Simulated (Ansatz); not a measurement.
ZrN: single-point calculation

The run: single-point calculation of ZrN (slab, 8 atoms in the cell). Method and program: DFT PBEsol, scalar-relativistic, plane waves, PAW, no spin polarisation (Ansatz 0.2.0).

The structure derives from an entry of the Crystallography Open Database. It belongs to a series of runs on one base structure; here: the substrate alone at its places in the stack. Figures and captions count atoms from 1; the log counts them from 0 in places.

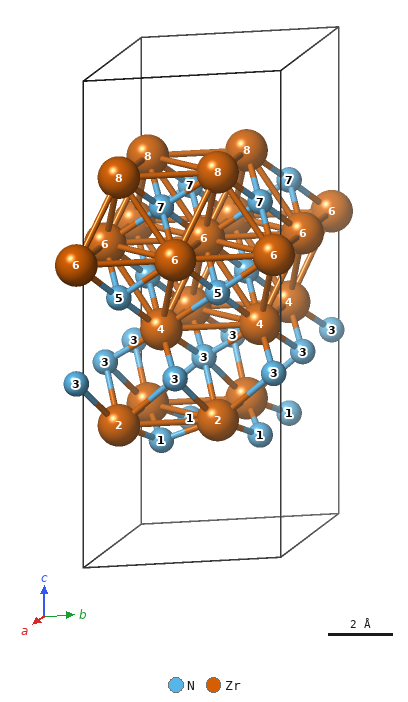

Fig. 1: The structure as given in the input (ball-and-stick view of the 2 × 2 repeat of the cell, with the vacuum cut short, seen slightly off an axis; atoms are numbered from 1 in the order of the input). An atom can appear more than once, as a periodic image.

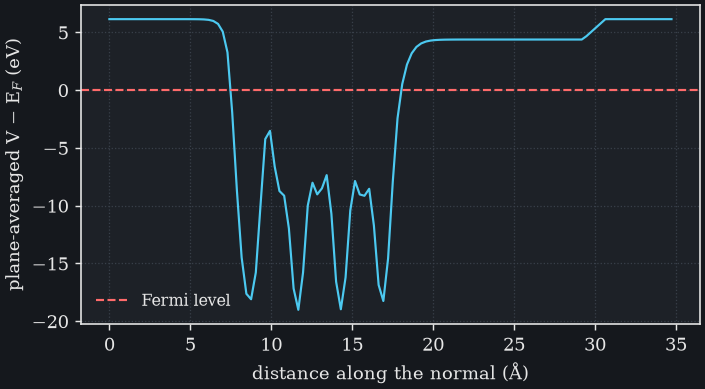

Fig. 2: Plane average of the electrostatic potential energy of an electron across the cell, from the Fermi level. The vacuum level lies 4.39 eV above the Fermi level on the upper side and 6.15 eV on the lower.

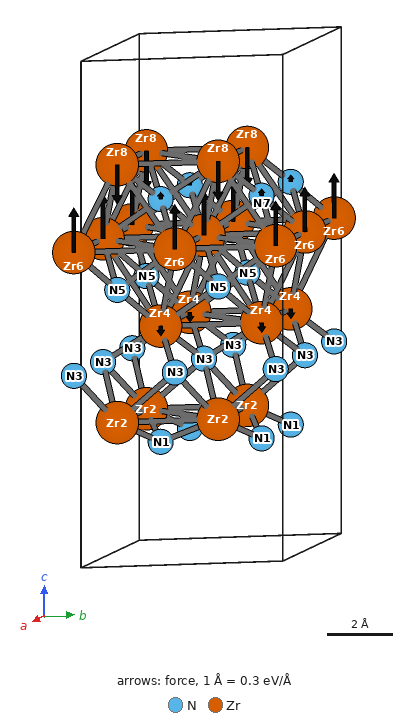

Fig. 3: Forces on the atoms as black arrows (ball-and-stick view of the 2 × 2 repeat of the cell, with the vacuum cut short, seen slightly off an axis; atoms are numbered from 1 in the order of the input); the smallest are left out. The largest act on Zr6 (0.43 eV/Å); Zr8 (0.38 eV/Å). The geometry is not a stationary point of this energy.

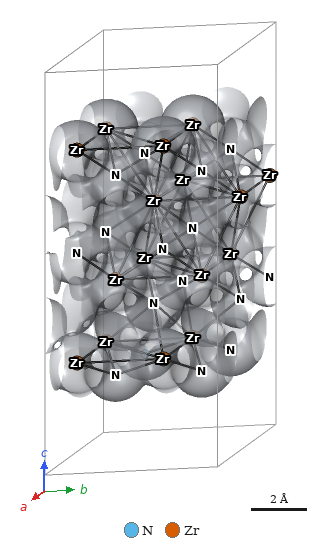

Fig. 4: Isosurface of the valence pseudo-density at 0.3 e/Å³ (grey), seen slightly off an axis. Sticks mark near contacts. At this value the density is joined into sheets; it holds about 85 % of the electrons treated as valence (semicore included). It is pinched off along the Zr–Zr (3.17 Å) contacts. On the grid the lowest density along these lines, outside the cores, is 0.86 e/Å³ (Zr–N, 2.02 Å), 0.19 e/Å³ (Zr–Zr, 3.17 Å), 0.55 e/Å³ (Zr–N, 2.21 Å) and 0.47 e/Å³ (Zr–N, 2.27 Å). Core electrons are frozen (PAW), so the fields are smoothed inside the atomic spheres.

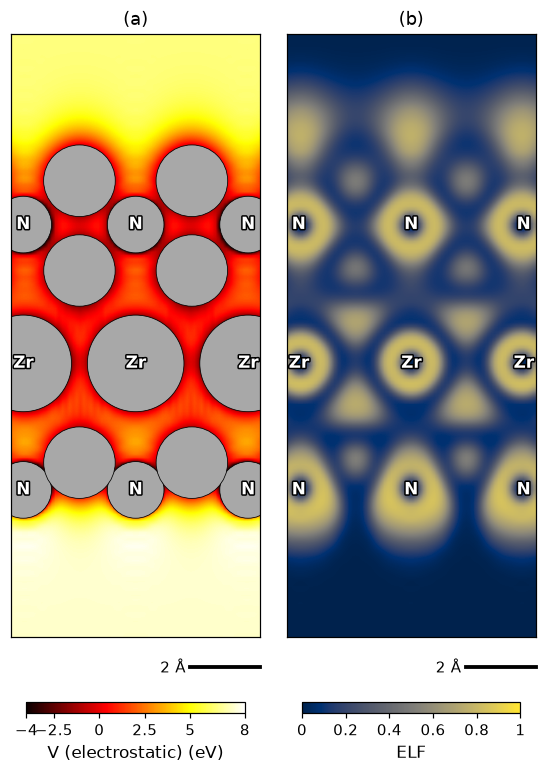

Fig. 5: (a) electrostatic potential (local pseudopotential plus Hartree) felt by an electron; (b) ELF on the (11̄0) plane of the calculation cell, a cut from vacuum to vacuum. Grey discs, where drawn, cover atomic cores. The section cuts through N and Zr sites. Zr–Zr (3.22 Å): the ELF is about 0.15 at the midpoint; no localised pair between them. The strong features right at Zr lie inside the PAW spheres (semicore, d or f shells) and say nothing about bonding.

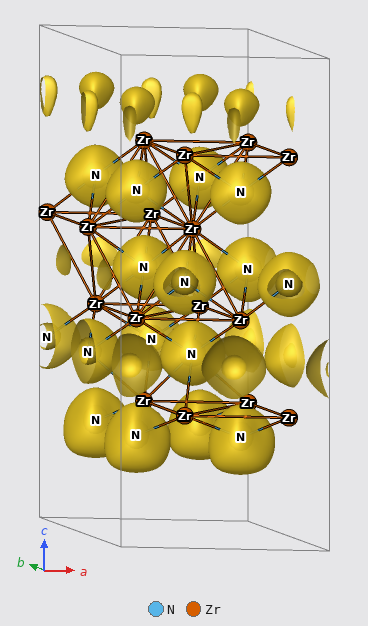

Fig. 6: Isosurface of the electron localisation function at 0.65 (yellow), seen slightly off an axis. Only the valence region is drawn (cores and ρ < 0.01 e/Å³ removed). Sticks mark near contacts. Profiles from the grid: Zr–N (2.02 Å): the ELF peaks at about 0.80 in the valence shell of N, 0.6 Å from its nucleus, and drops to about 0.30 between the two atoms; no shared pair; the contact is polar. Zr–Zr (3.17 Å): the ELF is about 0.15 at the midpoint; no localised pair between them.

The input and output of the run follow.

Input file:
```yaml
crystal:
  lattice:
    - [3.2188796041, 0.0, 0.0]
    - [-1.6094398021, 2.7876315089, 0.0]
    - [0.0, 0.0, 35.0138262222]
  atoms:
    - { symbol: "N", position: [0.3880693625, 0.6119306375, 0.2286362934] }
    - { symbol: Zr, position: [0.7214023224, 0.2785976776, 0.2509283798] }
    - { symbol: "N", position: [0.0548937301, -0.0548937301, 0.29781711] }
    - { symbol: Zr, position: [0.38839523, 0.61160477, 0.3320765342] }
    - { symbol: "N", position: [0.7217246495, 0.2782753505, 0.3695097116] }
    - { symbol: Zr, position: [0.0550163847, -0.0550163847, 0.4080277035] }
    - { symbol: "N", position: [0.3883806561, 0.6116193439, 0.4455872393] }
    - { symbol: Zr, position: [0.7217534525, 0.2782465475, 0.4814056408] }
basis:
  ecutwfc: 420
kpoints:
  mp_grid: { grid: [12, 12, 1] }
hamiltonian:
  xc: pbesol
scf:
  occupations: { method: gaussian, width: 0.1 }
output:
  forces: true
  stress: true
  eigenvalues: true
  write_density: true
  write_potential: true
  elf: true
  volumetric_format: npy
efield:
  axis: 3
  dipole_correction: true
  ramp_width: 0.04
```

Launched with:
```bash
ansatz run input.yaml --threads 4 --pin off --max-ram 10240MiB --backend cpu --events-out ev --progress --plain --runs-dir out
```

What the program printed:
```
Engine: ansatz 0.2.0, x86_64-unknown-linux-gnu
Pseudopotentials: kind: paw
Pseudopotential: N, paw, valence charge 5, recommended cutoff 420 eV (normal), N.paw.azcp
Pseudopotential: Zr, paw, valence charge 12, recommended cutoff 420 eV (normal), Zr.paw.azcp
Functional definition: PBEsol
  exchange = pbesol_x
  correlation = pbesol_c
Crystal: 8 atoms, lattice volume = 314.181 Å³
Basis set: ecut = 420 eV, 6261 PW (Γ), exchange–correlation on 48×48×480 points (8 copies of the dense FFT grid, shifted against one another)
Bands: 42, of which v1, the nominal top of the filled ones, is band 34 counted from 1 (33 counted from 0)
Symmetry: 2 space group operations
Space group: Cm (ITA 8), of the structure as read, at distance tolerance 6.8e-5 Å
k-points: 43 of 144 (time reversal used)
Non-local potential: N, projectors of the file, l = 0: 2, l = 1: 2, l = 2: 1
Non-local potential: Zr, projectors of the file, l = 0: 3, l = 1: 2, l = 2: 2, l = 3: 2
PAW form: soft (Blöchl's): semilocal exchange-correlation on the pseudo side does not see the compensation charge
PAW frozen core: N, regenerated for the run's functional, and the local potential with it (the file was generated under x = pbe(κ = 0.804, μ = 0.2195149727645171), c = pbe(β = 0.06672455060314922))
PAW frozen core: Zr, regenerated for the run's functional, and the local potential with it (the file was generated under x = pbe(κ = 0.804, μ = 0.2195149727645171), c = pbe(β = 0.06672455060314922))
PAW one-centre angular grid: N, 110 points (default); XC on 64 Gauss nodes
PAW one-centre angular grid: Zr, 590 points (default); XC on 64 Gauss nodes
Initial density: superposition of atomic densities (neutral atoms: chi_scale 0, normalization atom), corrected by the library's trained network
Initial wavefunctions: pseudopotential atomic-orbital guess
Functional: x = pbesol(κ = 0.804, μ = 0.12345679012345678), c = pbesol(β = 0.046)
SCF iter   1: F=—  HF=-18040.285568 eV  |F-HF|=—  |Δ(HF+E_count)|=         —  Δρ=6.23e-3  dr2=3.30e-1  ethr=1.77e-3  p=0.069 e·Å  D=3.96e-2 V/Å  ΔV_dip=-1.39 eV  dr2_dipole=2.80e-3  V_vac-E_F(+/−)=4.98/6.37 eV  ⟨swp⟩=7.1  Hψ=8588  notcnv=0
efield: sawtooth ramp at fractional position 0.8350 (placed from the atoms, in the widest stretch of the axis that holds none; the zero of the levels goes with the place), width 0.0400; the density the first Hamiltonian is built on has a dipole p = 0.069 e·Å; the dipole correction subtracts the counter field D = 3.96e-2 V/Å, which shifts the + side's vacuum level by -1.39 eV against the − side's; the planar-averaged density in the ramp window peaks in size at 1.5e-6 e/Å³
preconditioner: auto → LDOS  [metal: Δε(μ)=0.080 eV  Ē_g=8.237 eV  σ=0.100 eV  W_gap=0.42  n_scr=22 (ndim 8)  ℏωp=12.6 eV  f_vac=0.639  D(μ)=4.45/eV (n_scr^D=16)  β→1.0]
SCF iter   2: F=—  HF=-18040.270405 eV  |F-HF|=—  |Δ(HF+E_count)|=   1.52e-2  Δρ=5.54e-3  dr2=1.78e-1  ethr=4.85e-4  p=0.088 e·Å  D=5.04e-2 V/Å  ΔV_dip=-1.77 eV  dr2_dipole=1.56e-2  V_vac-E_F(+/−)=4.44/6.21 eV  ⟨swp⟩=2.4  Hψ=3186  notcnv=0  defer=104
SCF iter   3: F=—  HF=-18040.248618 eV  |F-HF|=—  |Δ(HF+E_count)|=   2.18e-2  Δρ=2.04e-3  dr2=2.84e-2  ethr=2.61e-4  p=0.085 e·Å  D=4.92e-2 V/Å  ΔV_dip=-1.72 eV  dr2_dipole=3.56e-3  V_vac-E_F(+/−)=4.51/6.23 eV  ⟨swp⟩=2.1  Hψ=2778  notcnv=0  defer=104
SCF iter   4: F=—  HF=-18040.244961 eV  |F-HF|=—  |Δ(HF+E_count)|=   3.66e-3  Δρ=4.64e-4  dr2=7.16e-3  ethr=4.17e-5  p=0.085 e·Å  D=4.91e-2 V/Å  ΔV_dip=-1.72 eV  dr2_dipole=1.24e-3  V_vac-E_F(+/−)=4.47/6.19 eV  ⟨swp⟩=2.9  Hψ=2644  notcnv=0  defer=104
SCF iter   5: F=—  HF=-18040.244752 eV  |F-HF|=—  |Δ(HF+E_count)|=   2.09e-4  Δρ=1.87e-4  dr2=1.06e-3  ethr=1.05e-5  p=0.087 e·Å  D=5.00e-2 V/Å  ΔV_dip=-1.75 eV  dr2_dipole=2.64e-4  V_vac-E_F(+/−)=4.41/6.17 eV  ⟨swp⟩=1.9  Hψ=1987  notcnv=0  defer=104
SCF iter   6: F=—  HF=-18040.244748 eV  |F-HF|=—  |Δ(HF+E_count)|=   3.50e-6  Δρ=9.12e-5  dr2=3.87e-5  ethr=1.55e-6  p=0.087 e·Å  D=5.03e-2 V/Å  ΔV_dip=-1.76 eV  dr2_dipole=5.52e-6  V_vac-E_F(+/−)=4.39/6.15 eV  ⟨swp⟩=2.0  Hψ=2043  notcnv=0  defer=104
SCF iter   7: F=—  HF=-18040.244634 eV  |F-HF|=—  |Δ(HF+E_count)|=   1.14e-4  Δρ=3.23e-5  dr2=4.78e-6  ethr=5.68e-8  p=0.087 e·Å  D=5.03e-2 V/Å  ΔV_dip=-1.76 eV  dr2_dipole=3.65e-8  V_vac-E_F(+/−)=4.39/6.15 eV  ⟨swp⟩=2.3  Hψ=3187  notcnv=0  defer=100
SCF iter   8: F=—  HF=-18040.244635 eV  |F-HF|=—  |Δ(HF+E_count)|=   2.73e-7  Δρ=5.94e-6  dr2=4.61e-7  ethr=7.03e-9  p=0.087 e·Å  D=5.03e-2 V/Å  ΔV_dip=-1.76 eV  dr2_dipole=1.66e-8  V_vac-E_F(+/−)=4.39/6.15 eV  ⟨swp⟩=2.7  Hψ=3483  notcnv=0  defer=100
SCF iter   9: F=-18040.244635 eV  HF=-18040.244635 eV  |F-HF|=4.73e-8  |Δ(HF+E_count)|=   1.36e-7  Δρ=2.58e-6  dr2=6.00e-8  ethr=1.47e-10  p=0.087 e·Å  D=5.03e-2 V/Å  ΔV_dip=-1.76 eV  dr2_dipole=1.37e-10  V_vac-E_F(+/−)=4.39/6.15 eV  ⟨swp⟩=21.2  Hψ=17233  notcnv=0
SCF 1 converged in 9 iterations: F = -18040.244635 eV  dr2 = 6.00e-8
  greatest PAW one-centre occupation: 0.996 electrons in one spin orbital (limit 2), on the Zr atom at site 7 (counted from 0), in its partial waves of l = 0
WARN: The output density's exchange-correlation potential varies sharply where the density is thin. Do not read a vacuum level from v_tot or v_xc, or from such a field of the output density. On a cell that repeats whose density bears no net charge and no dipole along the vacuum's axis use v_es (v_loc + v_h of the components); under efield.dipole_correction with no amplitude use v_es + v_field, which holds any external_charges[].barrier, or the levels of the report's work_function block, which leave it out; under a non-zero efield.amplitude the vacuum is tilted and has no level; on a cell that repeats and bears such a dipole with no correction it is tilted too, and efield.dipole_correction with no amplitude gives each side of its ramp a level where efield: is served; in a cell that repeats whose density bears a net charge (total_charge, or a fill off its count) it is curved and has none; of a slab under crystal.periodic whose density bears no net charge use v_es, which has a level on each side, short of where the two are joined; of another it falls or rises all the way out and has none; of a slab beside external_charges read slab_vacuum_level instead, which it has where they leave it neutral. The grid or the basis barely resolves most such structure, and the values can differ between equally converged runs; as a rule a tighter scf.convergence.dr2_threshold does not remove it. Where the density itself ripples (under the LDA too) a higher basis.ecutwfc lessens it. The files hold the spikes' plane waves up to the density's cutoff. Files: v_tot_of_output_density and the like, and their columns of v_z.tsv (output.write_potential); v_xc_of_output_density and the like, and their columns of v_comp_z.tsv (output.write_potential_components). Measured: with its Gaussian average of σ = 0.25 Å subtracted twice, the exchange-correlation potential is over 0.1 eV at 58 of the grid points where the equally averaged density (valence and model cores) is under 1e-3 e/Å³, and 0.191 eV at the most among them, at an averaged density of 1.3e-8 e/Å³. The input density's (outcome.potential() and, of a run that writes arrays, v_tot and v_xc) is over 0.1 eV, so measured, at 60 points of its own thin density, 0.136 eV at the most. See output.write_potential in the manual, Limitations
SCF converged after 9 iterations
Free energy (F): -18040.244635 eV
Harris-Foulkes:  -18040.244635 eV  (|F-HF|=4.73e-8)
Internal energy: -18040.222484 eV  (E = F + TS)
E sigma→0 (E₀):  -18040.233559 eV
Entropy (-TS):   -0.022151 eV (-2.769 meV/atom)
Fermi energy:    1.627563 eV
Dipole field:    D = 0.050361 V/Å  (p = 0.087440 e·Å, saw-weighted, corrected)
Work function:   Φ+ = 4.3887 eV   Φ− = 6.1520 eV
Levels:          The Fermi level and band energies are counted from a zero that moves with the ramp; work functions are not
--- Per-component energies (eV) ---
  E_band       = -1157.273749
  E_kinetic    = 1867.919469
  E_local      = -135993.920297  (includes V_loc(G=0)·N_el)
  E_nonlocal   = 501.648137
  E_hartree    = 66970.939072
  E_xc         = -887.487007
  E_vxc        = -1075.380288  (∫ρ·V_xc dr)
  E_paw        = -12087.401395  (= ΣΔE_a)
  E_vpaw       = -399.030018  (= ΣTr[D̂ρ^β])
  E_aug_tail   = 0.000457  (compensation charges beyond the density's cutoff)
  E_efield     = 0.002202  (sawtooth field / dipole correction)
  E_vefield    = -0.411009  (∫n·V_field dr)
  E_ewald      = 61587.301602
  E_core_change = 0.775277  (= ΣΔE_core)
  E_smearing   = -0.022151  (= −TS)
  E_closure    = -0.000000  (closes the sum)
  Σ components = -18040.244635   (vs F -18040.244635, Δ=0.00e0)
--- Forces (eV/Å), atoms counted from 1 ---
  atom   1  N      0.00132348    -0.00076411     0.00399978
  atom   2  Zr     0.00040159    -0.00023186    -0.01750402
  atom   3  N      0.00266743    -0.00154004     0.00459784
  atom   4  Zr    -0.00326836     0.00188699    -0.09834792
  atom   5  N     -0.00156905     0.00090589    -0.01106818
  atom   6  Zr     0.00124574    -0.00071923     0.42722672
  atom   7  N     -0.00097030     0.00056020     0.06910447
  atom   8  Zr     0.00017069    -0.00009855    -0.37784984
  max |Σ_I F_I| component: 1.59e-4 eV/Å
--- Stress (GPa, compression-positive) ---
        1.278496       0.000794      -0.005532
        0.000794       1.279413       0.003194
       -0.005532       0.003194      -0.281015
  P = ⅓ Tr σ = 0.7590 GPa (7.590 kbar)
--- Band table (eV; the first three rows and the last of 43) ---
  k-point 0: bands = ["-47.8550", "-47.6860", "-47.4591", "-46.5852", "-26.5087", "-26.0518", "-25.6021", "-25.6021", "-25.4904", "-25.4419", "-25.4419", "-25.1346", "-25.1345", "-24.8763", "-24.3675", "-24.3674", "-14.3656", "-13.4559", "-12.6064", "-11.2195", "-5.5810", "-4.0439", "-3.8889", "-3.8884", "-2.9973", "-2.9963", "-2.2632", "-2.1156", "-2.1156", "-1.0684", "-0.7841", "-0.7838", "0.6299", "1.5166", "1.6978", "1.6986", "2.5362", "2.8337", "2.8343", "3.6650", "3.9286", "3.9287"]
  k-point 1: bands = ["-47.8475", "-47.6789", "-47.4532", "-46.5776", "-26.4833", "-26.0488", "-25.6756", "-25.6175", "-25.5294", "-25.4565", "-25.4551", "-25.1892", "-25.1455", "-24.8662", "-24.4453", "-24.3830", "-14.2567", "-13.4159", "-12.6326", "-11.1997", "-5.4557", "-4.2232", "-3.8318", "-3.6570", "-3.2072", "-2.9649", "-2.3753", "-2.1083", "-2.0796", "-1.3129", "-0.8783", "-0.6905", "0.6386", "1.2614", "1.7585", "1.8530", "2.4801", "3.0034", "3.0195", "3.5737", "3.8335", "3.9958"]
  k-point 2: bands = ["-47.8269", "-47.6596", "-47.4372", "-46.5566", "-26.4134", "-26.0598", "-25.8571", "-25.6634", "-25.6591", "-25.4908", "-25.4653", "-25.3292", "-25.1755", "-24.8482", "-24.6425", "-24.4250", "-13.9773", "-13.3442", "-12.7042", "-11.1207", "-5.1285", "-4.3298", "-3.7231", "-3.7066", "-3.3393", "-2.9109", "-2.6740", "-2.3577", "-2.0112", "-1.5085", "-0.9784", "-0.5558", "0.5328", "0.8102", "1.8655", "2.3099", "2.5202", "3.0277", "3.2891", "3.7398", "3.9992", "4.2374"]
  k-point 42: bands = ["-47.7414", "-47.5794", "-47.3710", "-46.4696", "-26.6373", "-26.4311", "-26.1064", "-25.9053", "-25.8245", "-25.7047", "-25.6345", "-25.5034", "-25.4424", "-25.2972", "-24.6878", "-24.5925", "-13.9077", "-13.1544", "-12.3510", "-10.6140", "-5.7010", "-4.4320", "-3.9258", "-3.8462", "-3.3257", "-3.2284", "-2.8734", "-2.4360", "-2.0576", "-1.7666", "-0.6148", "-0.2276", "0.2363", "1.4113", "1.9708", "3.3408", "3.9980", "4.9168", "4.9395", "5.1285", "5.1803", "5.6443"]
```

Summary:

```tsv
quantity	value
outcome	converged
electrons treated	68
free energy	−18040.2446 eV
work function, top face	4.39 eV
work function, bottom face	6.15 eV
Fermi energy	1.628 eV
gap on the k-point mesh	none (metallic)
work function (upper face)	4.39 eV
largest force (length of the vector)	0.427 eV/Å
hardware	4 threads of Intel Xeon (Sapphire Rapids), 32 GiB of memory available, shared host
wall time	13 s (CPU time 52 s)
peak memory	0.94 GiB
```

Notes:

Warnings of the run: the exchange-correlation potential is rough where the density is thin.
